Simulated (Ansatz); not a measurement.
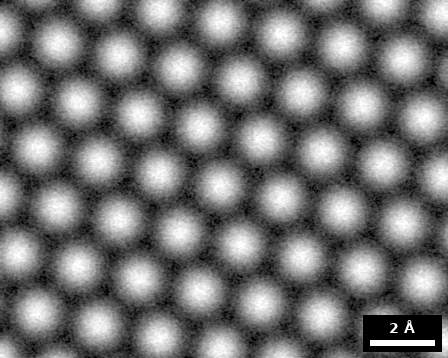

Integrated-DPC-like image of a crystal. Simulated as the projected potential of neutral atoms (B = 0.5 Å²) blurred by a 1.01 Å probe, the thin-sample limit of integrated differential phase contrast. The display is stretched by a gamma of 0.65; percentages refer to the linear signal. Shot noise and a slight drift were added.

What two-dimensional lattice does the image show, and how large is its cell?

The pattern repeats on a hexagonal net with a repeat of 1.9 Å.

Which plane group does this projection have?

p6mm: sixfold points with mirror lines through them.

How many columns does the smallest repeating cell hold, and how many levels of brightness?

1 column in the primitive cell of 3.3 Å², all of one brightness.

The crystal is C (Im-3m, No. 229) seen along [111]. Structure: the end point of a relaxation with DFT, PBE, plane waves (420 eV) with PAW, scalar-relativistic (Ansatz); the starting structure was generated, so it need not be a known form of this composition.
